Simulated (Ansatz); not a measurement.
System: ZnS, space group F-43m (No. 216) (one of a set of cubic test structures, which need not be the stable phase).

Method: equation of state of a cubic crystal from periodic Kohn-Sham density functional theory without spin, third-order Birch-Murnaghan fit to the free energies; pressure corrected for the finite basis (Ansatz 0.2.0 development build). Level: HSE06.

- structure type: zinc blende
- atoms in cell: 2
- space group number: 216
- lattice centring: face-centred primitive
- k mesh: 4×4×4
- occupation method: Fermi–Dirac
- occupation width: 0.05 eV
- wave cutoff: 660 eV
- datasets: hand-made PAW
- density tolerance: 0 eV
- bands: 17
- density cutoff ratio: 5
- search for lower states: default
- exchange singularity: regularized

Predict the energy above the lowest point and pressure against volume. The volume takes the values 18.62, 19.22, 19.83, 20.44, 21.04 Å³/atom.

A third-order Birch–Murnaghan fit gives V0 = 20.04 Å³/atom, B0 = 74.8 GPa and B′ = 4.2. The energy above the lowest point is 26.4 meV/atom at volume 18.62 Å³/atom and 10.2 meV/atom at 21.04 Å³/atom; the lowest computed point is at volume 19.83 Å³/atom (0.0 meV/atom). The pressure falls from 6.461 GPa at volume 18.62 Å³/atom to −3.291 GPa at 21.04 Å³/atom, and changes sign near 20.05 Å³/atom.

```csv
volume (Å³/atom),energy above the lowest point (meV/atom),pressure (GPa)
18.62,26.4,6.461
19.22,7.9,3.406
19.83,0.0,0.810
20.44,1.2,-1.407
21.04,10.2,-3.291
```

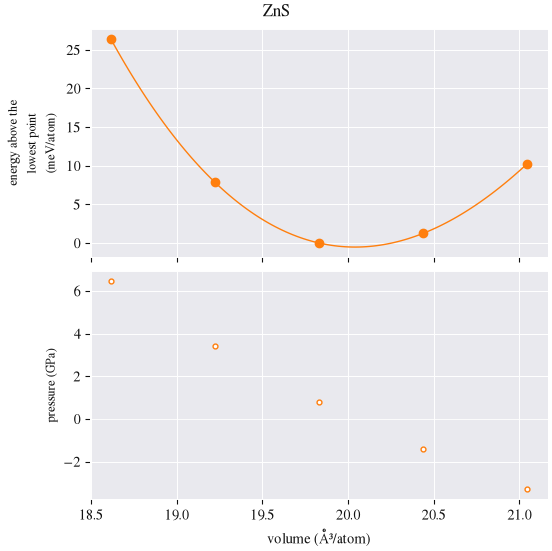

Keep in mind: modest k-mesh, values are not fully converged in k.
